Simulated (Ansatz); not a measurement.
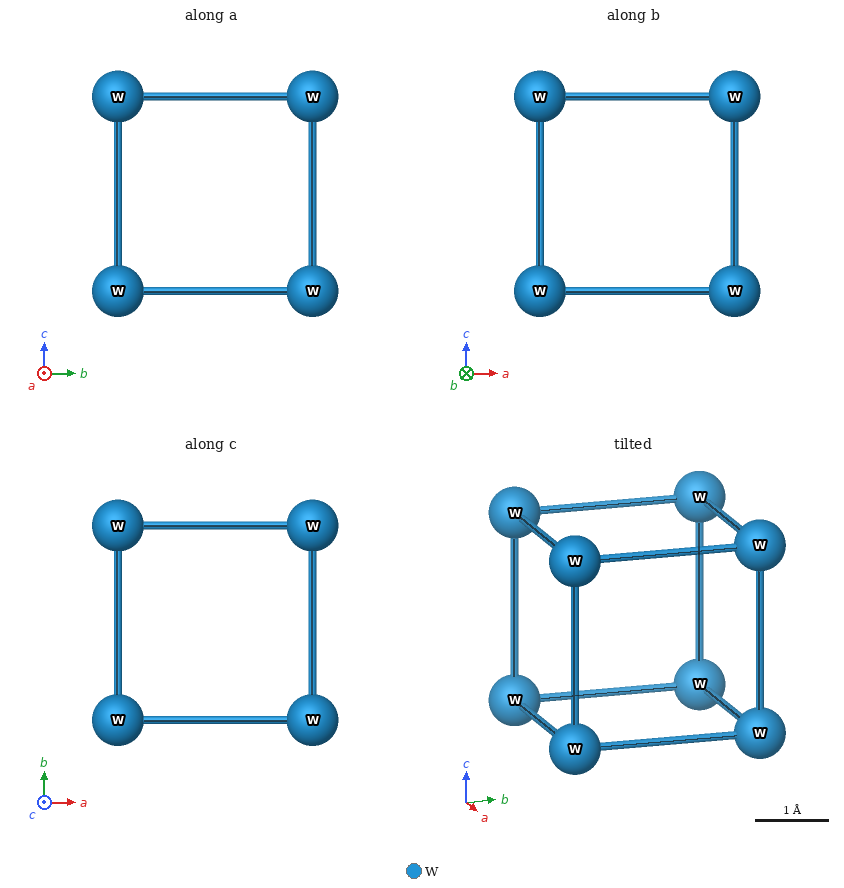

Shown here is a ball-and-stick view of the crystal, taken along the a axis, along the b axis, along the c axis and slightly off an axis. The wireframe shows the conventional unit cell.

Lattice parameters: a = 2.673 Å, b = 2.673 Å, c = 2.673 Å, α = 90.00°, β = 90.00°, γ = 90.00°. Put a along x and b in the xy plane.

> Transcribe the picture into a POSCAR file.

```
W
1.0
     2.673    0.000    0.000
     0.000    2.673    0.000
     0.000    0.000    2.673
W
1
Direct
  0.0000 0.0000 0.0000
```

The starting point was a structure type filled with this element by a generator (whether the element takes this form wasn't checked). The geometry is the end of a relaxation with Ansatz 0.2.0, DFT, BLYP, plane waves (420 eV) with PAW, scalar-relativistic.
